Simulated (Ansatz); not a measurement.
## Nudged elastic band of Si₁₂HO₂₄ (charge +1) (part 3 of 3)

The same run, continued: Si₁₂HO₂₄ (defect cell, 37 atoms in the cell, total charge +1); DFT PBEsol, scalar-relativistic, plane waves, PAW, PAW set soft_1, no spin polarisation (Ansatz 0.2.0); cutoff 420 eV, 2×2×1 k-mesh, Gaussian smearing of 0.05 eV. The structure derives from an entry of the Crystallography Open Database. It belongs to a series of runs on one base structure; here: band between the two ends.

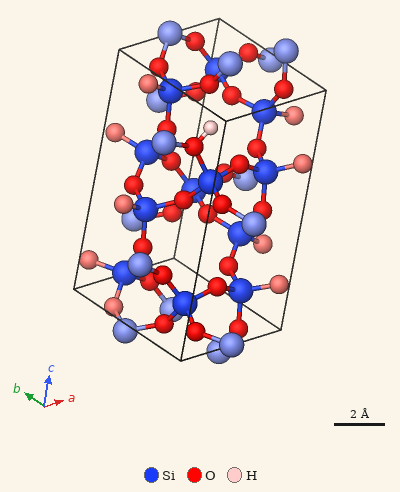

The input geometry (ball-and-stick view of the cell of the calculation, seen at an oblique angle; neighbours outside the cell are drawn fainter). An atom can appear more than once, as a periodic image.

**Output, continued**
```
  k-point 3: bands = ["-17.6441", "-16.4415", "-16.2629", "-16.2402", "-16.1543", "-15.9743", "-15.9253", "-15.6953", "-15.6656", "-15.4311", "-15.2509", "-15.1011", "-14.9538", "-14.9159", "-14.6744", "-14.6484", "-14.6322", "-14.5984", "-14.5791", "-14.5522", "-14.5206", "-14.4688", "-14.4443", "-14.4304", "-7.0342", "-6.0468", "-5.9050", "-5.7659", "-5.3352", "-4.8333", "-4.5581", "-4.2382", "-3.9199", "-3.7751", "-3.6699", "-3.5030", "-3.3370", "-3.0774", "-3.0187", "-2.9331", "-2.7740", "-2.7540", "-2.6041", "-2.5952", "-2.4810", "-2.2172", "-2.0870", "-2.0483", "-1.9320", "-1.2776", "-0.8967", "-0.6292", "-0.5541", "-0.4064", "-0.3456", "-0.3003", "-0.2616", "-0.2086", "-0.1743", "-0.0819", "0.0452", "0.1507", "0.2420", "0.2577", "0.3379", "0.4063", "0.5081", "0.5280", "0.6090", "0.6411", "0.6769", "0.7487", "0.7855", "0.8175", "0.9139", "1.0456", "1.0998", "1.1375", "1.1931", "1.2731", "1.3230", "1.4109", "1.4767", "1.5348", "1.6123", "1.7225", "1.7763", "1.9925", "2.0221", "2.0916", "2.1926", "2.2087", "2.3019", "2.3611", "2.4171", "2.5492", "9.3780", "10.0371", "10.3683", "10.4940", "10.5573", "10.9029", "11.0201", "11.2152", "11.3069", "11.4545", "11.6936", "11.7584", "11.8356", "11.8679", "12.0035", "12.0818", "12.1325", "12.3006", "12.4845", "12.5424", "12.6299", "12.7403", "12.8691", "12.9042", "12.9873", "13.1101", "13.1860", "13.3483", "13.4498", "13.6078", "13.6321", "13.7196", "13.7332", "13.8516", "13.9772", "14.0211", "14.1053"]
this run last wrote the band of iteration 31 to [file]; this run last wrote the band within `neb.f_tol` of iteration 26 to [file]
--- NEB band (5 images, 31 band iterations, 1011 SCF iterations) ---
  forward barrier  = 0.890951 eV
  backward barrier = 1.019200 eV
  lagrangian_above_aufbau_ev (what the smearing adds, to first order; not taken off the barriers): saddle image +0.000000 eV, end points +0.000000 and +0.000000 eV
  climbing image's point = of a kind that is not told: the force calls were inconclusive, a negative curvature could not be distinguished from the path's own, the only one lies far off the path, or fixed occupations may fill a level only in part (lowest curvatures found: -9.36 and 0.30 eV/Å²)
  energies are F+E_penalty+E_count in eV, relative to image 0
  image     s (Å)  Δ vs image 0  max|band force component| (eV/Å)
      0    0.0000      0.000000                                 —
      1    0.7610      0.136270                          1.160e-2
  *   2    1.5218      0.890951                          3.861e-3
      3    2.5165      0.024766                          2.175e-2
      4    3.5116     -0.128249                                 —
  climbing-image geometry (image 2):
  cell:  # Å, volume = 454.3600 Å³
    - [-2.4605, 4.261711, 5.4163]
    - [4.921, 0.0, 5.4163]
    - [4.921, 8.523422, 0.0]
  atoms:
    - { symbol: Si, position: [0.1849897491199835, 0.6483908533323408, 0.9088627673496081] }
    - { symbol: Si, position: [0.31612014235027225, 0.8437641004554355, 0.07996309959826142] }
    - { symbol: Si, position: [0.2571950764827109, 0.2470136240714584, 0.1374643680831023] }
    - { symbol: O, position: [0.29607272907815124, 0.4264282673849011, 0.987405305462934] }
    - { symbol: O, position: [0.21087119277479754, 0.06981303945563216, 0.09808642359254666] }
    - { symbol: O, position: [0.7403597993988758, 0.3145225678877155, 0.20737218151627757] }
    - { symbol: O, position: [0.4622463721963664, 0.16706888817274973, 0.1911975272095668] }
    - { symbol: O, position: [0.06891973753025235, 0.32264078201653634, 0.266653203324226] }
    - { symbol: O, position: [0.8116115634125632, 0.17832642881812133, 0.9772871728183792] }
    - { symbol: Si, position: [0.17808252625315213, 0.650562933555867, 0.41283426307170534] }
    - { symbol: Si, position: [0.31670527498916523, 0.8475259108218947, 0.5741895090741347] }
    - { symbol: Si, position: [0.25506788777367695, 0.23895979430044534, 0.6433768935268414] }
    - { symbol: O, position: [0.27749367245139717, 0.43178699156521233, 0.5058346961499042] }
    - { symbol: O, position: [0.2079715494596991, 0.06969458896548897, 0.5992812778753563] }
    - { symbol: O, position: [0.7176585942342594, 0.3263736836614609, 0.7058222066558565] }
    - { symbol: O, position: [0.44673850985752955, 0.15889234731771068, 0.7108369635908102] }
    - { symbol: O, position: [0.05650731304140952, 0.2929860587498162, 0.7864844727839321] }
    - { symbol: O, position: [0.7782238295425608, 0.17484773101206574, 0.48219176448153617] }
    - { symbol: Si, position: [0.6970407887918026, 0.14342454992146852, 0.16239860981353743] }
    - { symbol: Si, position: [0.828937198818865, 0.3447668171317144, 0.3271864240679727] }
    - { symbol: Si, position: [0.7517649440077558, 0.7459362220157151, 0.39335573288387965] }
    - { symbol: O, position: [0.8012014639509224, 0.920822276591502, 0.24056914821251052] }
    - { symbol: O, position: [0.7173718388369885, 0.5650216153269565, 0.35232586998682636] }
    - { symbol: O, position: [0.23004817405952016, 0.8224415361796482, 0.4524601940823616] }
    - { symbol: O, position: [0.9390655232683957, 0.6683678102656879, 0.46740789635089247] }
    - { symbol: O, position: [0.5553374308893086, 0.831040124803399, 0.5129686323572138] }
    - { symbol: O, position: [0.264112182476833, 0.6747640462748998, 0.23452836846037725] }
    - { symbol: Si, position: [0.6849820018228954, 0.14600642574814093, 0.6590649863480605] }
    - { symbol: Si, position: [0.8040121941279927, 0.36483215868232044, 0.8186349965146755] }
    - { symbol: Si, position: [0.7515534073816412, 0.7527643014453311, 0.8965554172174308] }
    - { symbol: O, position: [0.7955942560504982, 0.9341814876170528, 0.7498472346710086] }
    - { symbol: O, position: [0.7107817150670313, 0.5816505786018626, 0.844394921006815] }
    - { symbol: O, position: [0.22926531440885367, 0.8195551764324109, 0.9565085712041503] }
    - { symbol: O, position: [0.9458034751875695, 0.6626421580260886, 0.9623131493279551] }
    - { symbol: O, position: [0.5563671274736757, 0.8216029320882257, 0.022445229104086695] }
    - { symbol: O, position: [0.2676352631748434, 0.679638042499231, 0.7299501661224215] }
    - { symbol: H, position: [-0.004082039742213522, 0.17476609880348906, 0.9117767461028468] }
```

**The last band as extended XYZ (Å, eV, eV/Å)**
```
37
Lattice="-2.4605 4.2617 5.4163 4.9210 0.0000 5.4163 4.9210 8.5234 0.0000" Properties=species:S:1:pos:R:3:forces:R:3 image=0 energy=-20979.86658
Si    7.2178    8.5183    4.5262    0.0023  -0.0006   0.0053
Si    3.7573    1.9595    6.3321   -0.0028  -0.0025  -0.0135
Si    1.2714    2.1963    2.7223    0.0034   0.0002   0.0012
O     6.2423    9.6940    3.9803   -0.0041   0.0052  -0.0062
O     0.2438    1.4926    1.6382   -0.0018  -0.0023   0.0059
O     0.8068    4.8372    5.5831    0.0019   0.0056   0.0004
O     0.7049    3.6275    3.2113    0.0001  -0.0013   0.0023
O     2.7223    2.3945    2.0571   -0.0012   0.0014   0.0015
O     3.7969   11.6531    5.0812   -0.0008   0.0074  -0.0088
Si    4.8639    4.2370    4.5230    0.0008  -0.0025  -0.0037
Si    6.2491    6.2383    6.3117    0.0043   0.0035   0.0000
Si    3.6868    6.6030    2.8157    0.0079   0.0016  -0.0083
O     3.9842    5.4621    3.8892   -0.0002   0.0020   0.0024
O     2.7915    6.0761    1.5984   -0.0026  -0.0018  -0.0020
O     3.0280    9.2208    5.8523   -0.0013  -0.0107  -0.0048
O     3.2369    7.9924    3.4849   -0.0031  -0.0021  -0.0035
O     5.1512    7.1372    2.0049   -0.0012  -0.0060   0.0047
O     1.2565    7.3956    5.1478    0.0021   0.0000  -0.0040
Si   -0.1665    4.2751    4.4163   -0.0113   0.0031   0.0069
Si    1.2723    6.2259    6.2812    0.0042  -0.0007   0.0009
Si    3.7514    6.5255    8.0629   -0.0019  -0.0005   0.0055
O     3.7789    5.4160    9.2490    0.0042  -0.0024   0.0002
O     2.7630    6.0327    6.8756   -0.0008  -0.0007  -0.0010
O     5.8211    4.8066    5.6981    0.0004   0.0006  -0.0004
O     3.2639    7.9292    8.7000   -0.0014  -0.0019  -0.0002
O     5.2340    6.7520    7.4569   -0.0007   0.0015   0.0018
O     3.9319    3.0825    5.1789   -0.0018  -0.0002   0.0018
Si    2.1893    8.5844    4.5968   -0.0030   0.0031   0.0142
Si    3.7501   10.5844    6.2692    0.0121  -0.0036  -0.0004
Si    6.1979   10.8382    8.1298   -0.0026   0.0034  -0.0053
O     6.2279    9.7437    9.3249    0.0024  -0.0039  -0.0037
O     5.1319   10.3073    7.0124    0.0001  -0.0023   0.0012
O     8.1554    9.0790    5.7200    0.0048   0.0017   0.0038
O     5.6761   12.2564    8.7093    0.0000   0.0039   0.0026
O     2.7323    2.5133    7.4584    0.0014  -0.0023   0.0017
O     6.3001    7.3179    5.1011   -0.0036  -0.0002  -0.0003
H     5.1412    8.1447    1.8717   -0.0062   0.0041   0.0018
37
Lattice="-2.4605 4.2617 5.4163 4.9210 0.0000 5.4163 4.9210 8.5234 0.0000" Properties=species:S:1:pos:R:3:forces:R:3 image=1 energy=-20979.73031
Si    7.2070    8.5411    4.5266    0.0057  -0.0004   0.0002
Si    3.7592    2.0132    6.3072   -0.0025  -0.0044   0.0075
Si    1.2777    2.2663    2.7267    0.0151   0.0094  -0.0034
O     6.2373    9.7033    3.9412    0.0050   0.0164   0.0077
O     0.2864    1.6710    1.5643   -0.0121  -0.0456   0.0150
O     0.7703    4.8877    5.6803    0.0189  -0.0205  -0.0270
O     0.7178    3.6664    3.3090    0.0667   0.0338  -0.0742
O     2.7468    2.5111    2.1016    0.0158  -0.0287  -0.0236
O     3.8143   11.6733    5.1665    0.0801  -0.0756  -0.1288
Si    4.8091    4.2510    4.5013    0.0111  -0.0094  -0.0014
Si    6.2101    6.2459    6.3056    0.0023   0.0016  -0.0102
Si    3.6643    6.5561    2.7250   -0.0242  -0.0111   0.0213
O     3.9419    5.4692    3.8495    0.0094  -0.0172  -0.0015
O     2.7770    6.0051    1.5156   -0.0011   0.0128   0.0027
O     3.2360    9.1025    5.7258   -0.0394   0.0259   0.0476
O     3.1907    7.9640    3.3296    0.0080   0.0042   0.0228
O     5.1525    7.0021    1.9110   -0.0064   0.0346  -0.0003
O     1.3095    7.4063    5.1553    0.0005  -0.0175  -0.0170
Si   -0.1685    4.3134    4.4955    0.0277  -0.0220  -0.0357
Si    1.2803    6.2804    6.3341    0.0170  -0.0230  -0.0174
Si    3.7604    6.5382    8.1088    0.0089  -0.0067  -0.0040
O     3.7698    5.4436    9.3120    0.0204  -0.0107  -0.0198
O     2.7661    6.0462    6.9281    0.0081  -0.0083  -0.0242
O     5.7202    4.8331    5.7020    0.0101  -0.0029  -0.0064
O     3.2738    7.9590    8.7154   -0.0015  -0.0137  -0.0021
O     5.2500    6.7483    7.5060    0.0025   0.0083  -0.0113
O     3.8395    3.1075    5.1124    0.0145  -0.0084   0.0120
Si    2.2540    8.5498    4.5366   -0.0088   0.0103   0.0103
Si    3.8482   10.4804    6.2411    0.0048   0.0465  -0.0654
Si    6.2385   10.8454    8.1536   -0.0183  -0.0051  -0.0067
O     6.3048    9.7732    9.3678   -0.0134   0.0023  -0.0078
O     5.2045   10.2465    7.0351   -0.0379   0.0193   0.0106
O     8.1705    9.1097    5.7111   -0.0024  -0.0071   0.0126
O     5.6641   12.2435    8.7235    0.0041   0.0147   0.0006
O     2.7584    2.5520    7.4658   -0.0141  -0.0045  -0.0057
O     6.2730    7.3610    5.1278   -0.0016   0.0030  -0.0121
H     5.0689    7.9032    1.4810   -0.1731   0.0999   0.3352
37
Lattice="-2.4605 4.2617 5.4163 4.9210 0.0000 5.4163 4.9210 8.5234 0.0000" Properties=species:S:1:pos:R:3:forces:R:3 image=2 energy=-20978.97563
Si    7.2081    8.5350    4.5138    0.0008  -0.0006   0.0006
Si    3.7678    2.0288    6.2823    0.0018   0.0006  -0.0005
Si    1.2592    2.2678    2.7309   -0.0007   0.0033   0.0009
O     6.2290    9.6778    3.9133   -0.0017  -0.0037  -0.0024
O     0.3074    1.7347    1.5203    0.0001  -0.0016  -0.0007
O     0.7466    4.9227    5.7136    0.0017  -0.0001  -0.0030
O     0.6257    3.5996    3.4086    0.0039  -0.0025   0.0025
O     2.7303    2.5665    2.1208   -0.0005   0.0017  -0.0013
O     3.6898   11.7887    5.3618    0.0029   0.0012  -0.0036
Si    4.7948    4.2777    4.4882    0.0005   0.0006  -0.0004
Si    6.2170    6.2438    6.3058    0.0008  -0.0006  -0.0004
Si    3.7144    6.5708    2.6758    0.0016  -0.0004   0.0020
O     3.9313    5.4940    3.8417   -0.0010  -0.0013  -0.0012
O     2.7803    5.9942    1.5039   -0.0009   0.0000   0.0002
O     3.3136    9.0745    5.6548    0.0010  -0.0024   0.0012
O     3.1807    7.9626    3.2803    0.0003   0.0012  -0.0006
O     5.1730    6.9444    1.8930   -0.0040  -0.0001   0.0015
O     1.3185    7.4265    5.1621   -0.0001  -0.0004   0.0001
Si   -0.2101    4.3548    4.5522   -0.0038   0.0014   0.0002
Si    1.2671    6.3214    6.3571   -0.0004  -0.0003   0.0008
Si    3.7567    6.5565    8.1120    0.0011   0.0001  -0.0007
O     3.7439    5.4650    9.3270    0.0001   0.0003  -0.0008
O     2.7492    6.0603    6.9458   -0.0013  -0.0011   0.0013
O     5.7078    4.8369    5.7006   -0.0005   0.0008   0.0002
O     3.2786    7.9859    8.7063    0.0003  -0.0007   0.0002
O     5.2475    6.7389    7.5090   -0.0002   0.0001   0.0005
O     3.8248    3.1246    5.0852   -0.0008   0.0004   0.0015
Si    2.2764    8.5367    4.5009   -0.0014  -0.0002  -0.0014
Si    3.8456   10.4040    6.3308    0.0023   0.0028  -0.0022
Si    6.2671   10.8446    8.1478    0.0009   0.0000  -0.0033
O     6.3295    9.7819    9.3690    0.0001  -0.0007   0.0025
O     5.2687   10.2263    7.0002   -0.0021   0.0002   0.0042
O     8.1759    9.1298    5.6807   -0.0010   0.0008  -0.0003
O     5.6693   12.2329    8.7118    0.0014   0.0017   0.0004
O     2.7846    2.5624    7.4635   -0.0013  -0.0007   0.0000
O     6.2781    7.3623    5.1307   -0.0012   0.0007   0.0005
H     5.3569    7.7541    0.9245    0.0012  -0.0004   0.0015
37
Lattice="-2.4605 4.2617 5.4163 4.9210 0.0000 5.4163 4.9210 8.5234 0.0000" Properties=species:S:1:pos:R:3:forces:R:3 image=3 energy=-20979.84182
Si    7.2754    8.5034    4.5084    0.0226  -0.0165   0.0035
Si    3.8196    1.9737    6.2951    0.0188  -0.0206   0.0110
Si    1.3038    2.2462    2.7555    0.0113  -0.0062   0.0108
O     6.3209    9.6831    3.9518    0.0263   0.0003   0.0159
O     0.3536    1.7039    1.5510    0.0162  -0.0116   0.0145
O     0.7663    4.9289    5.7221    0.0053   0.0024   0.0037
O     0.6320    3.5678    3.4276    0.0023  -0.0146   0.0125
O     2.7577    2.5770    2.1302    0.0081   0.0046   0.0072
O     3.6152   11.8696    5.3372   -0.0494   0.0408   0.0033
Si    4.7688    4.2741    4.5136   -0.0138  -0.0029   0.0155
Si    6.2395    6.2432    6.3200    0.0076  -0.0030   0.0121
Si    3.7142    6.5063    2.7427   -0.0022  -0.0241   0.0254
O     3.7837    5.4261    3.9398   -0.0555  -0.0260   0.0359
O     2.7882    5.9677    1.5315   -0.0023  -0.0063   0.0184
O     3.2672    9.1932    5.5879   -0.0199   0.0326  -0.0202
O     3.1791    7.9255    3.2987   -0.0038  -0.0108   0.0152
O     5.2099    6.7548    2.1282    0.0007  -0.0672   0.0902
O     1.3185    7.4422    5.1734   -0.0032   0.0036   0.0079
Si   -0.1602    4.3993    4.5299    0.0149   0.0170  -0.0009
Si    1.2892    6.3391    6.3609    0.0057   0.0035   0.0046
Si    3.7682    6.6029    8.1064    0.0081   0.0162   0.0046
O     3.7808    5.4980    9.3198    0.0077   0.0113   0.0004
O     2.7687    6.0730    6.9496    0.0031   0.0011   0.0076
O     5.6935    4.8497    5.7117   -0.0041   0.0046   0.0079
O     3.2562    8.0154    8.7102   -0.0062   0.0060   0.0053
O     5.2588    6.7764    7.5053    0.0006   0.0130   0.0017
O     3.8659    3.0642    5.1039    0.0101  -0.0216   0.0121
Si    2.2580    8.5508    4.4729   -0.0062   0.0030  -0.0110
Si    3.7368   10.4711    6.4080   -0.0399   0.0290   0.0242
Si    6.2453   10.8148    8.0770   -0.0103  -0.0150  -0.0195
O     6.2475    9.7191    9.2691   -0.0265  -0.0239  -0.0262
O     5.2589   10.3373    6.8617   -0.0002   0.0355  -0.0432
O     8.3342    9.0456    5.6476    0.0529  -0.0310  -0.0071
O     5.7195   12.2137    8.6914    0.0159  -0.0054  -0.0018
O     2.7991    2.4750    7.4489    0.0039  -0.0295  -0.0018
O     6.3317    7.3613    5.1465    0.0155  -0.0005   0.0099
H     5.2598    8.1154    0.2180   -0.0140   0.1122  -0.2496
37
Lattice="-2.4605 4.2617 5.4163 4.9210 0.0000 5.4163 4.9210 8.5234 0.0000" Properties=species:S:1:pos:R:3:forces:R:3 image=4 energy=-20979.99483
Si    7.4420    8.4456    4.4547   -0.0125  -0.0016   0.0175
Si    3.9320    1.8949    6.2924    0.0044  -0.0287   0.0006
Si    1.3697    2.2629    2.8413   -0.0058   0.0017  -0.0096
O     6.5198    9.6836    4.0054   -0.0122   0.0112  -0.0061
O     0.4030    1.6846    1.6673    0.0059   0.0076  -0.0019
O     0.7119    4.9561    5.7975    0.0063   0.0023   0.0125
O     0.6492    3.5326    3.5493   -0.0048   0.0015   0.0034
O     2.7846    2.6613    2.1681    0.0096   0.0009   0.0060
O     3.4926   11.9843    5.3021    0.0081  -0.0006   0.0063
Si    4.8142    4.2734    4.5428    0.0098   0.0194   0.0078
Si    6.2937    6.2527    6.3371   -0.0139   0.0171  -0.0132
Si    3.7223    6.4907    2.8234    0.0162   0.0149   0.0265
O     3.7813    5.4103    4.0234    0.0040  -0.0131  -0.0030
O     2.7954    5.9349    1.6219   -0.0012  -0.0086  -0.0102
O     3.0363    9.3667    5.5189   -0.0070  -0.0019  -0.0162
O     3.1851    7.9119    3.3653   -0.0119   0.0054   0.0012
O     5.2150    6.7583    2.2145   -0.0144   0.0085   0.0060
O     1.2566    7.4372    5.1623    0.0031  -0.0023  -0.0009
Si   -0.1835    4.4234    4.5791    0.0198  -0.0149  -0.0054
Si    1.2743    6.3745    6.3839   -0.0090  -0.0093  -0.0018
Si    3.7933    6.6548    8.0788   -0.0012   0.0127  -0.0090
O     3.8504    5.5444    9.2782   -0.0138   0.0167  -0.0146
O     2.7696    6.1225    6.9417   -0.0013  -0.0034   0.0009
O     5.7447    4.8634    5.7282   -0.0024  -0.0081   0.0037
O     3.2720    8.0533    8.7053   -0.0006  -0.0083   0.0020
O     5.2629    6.8601    7.4376    0.0097  -0.0102   0.0044
O     3.9755    3.0249    5.1471   -0.0057  -0.0076  -0.0038
Si    2.1457    8.5592    4.4218    0.0109  -0.0088  -0.0027
Si    3.6071   10.5992    6.3426   -0.0015  -0.0076   0.0035
Si    6.1776   10.7097    7.9214    0.0164   0.0085   0.0084
O     6.0637    9.5651    9.0607   -0.0015   0.0141  -0.0007
O     5.1633   10.4301    6.6769   -0.0056   0.0007  -0.0093
O     8.6280    8.9506    5.5267    0.0156  -0.0068  -0.0098
O     5.8200   12.1320    8.6129   -0.0071  -0.0074  -0.0094
O     2.7545    2.2311    7.3321   -0.0153   0.0031   0.0049
O     6.5020    7.3537    5.1626    0.0025  -0.0063  -0.0013
H     5.0206    8.2345   -0.0450    0.0063   0.0091   0.0136
```

**Results in brief**

- outcome: converged
- barrier, forward: 0.891 eV
- barrier, backward: 1.019 eV
- electrons treated: 192
- hardware: 2 threads of Arm Neoverse V1, 24 GiB of memory available, shared host
- wall time: 21 min (CPU time 33 min)
- peak memory: 1.6 GiB

**Notes**

The program warns: the PAW datasets were made with another functional. The cell is charged and computed with a neutralising background, so its energy and pressure depend on the cell and aren't those of a real crystal. So coarse a mesh can miss the band edges, so the true gap of this method can be much smaller, or zero. The k-point mesh is coarse for a cell of this size, so the results may not be converged.
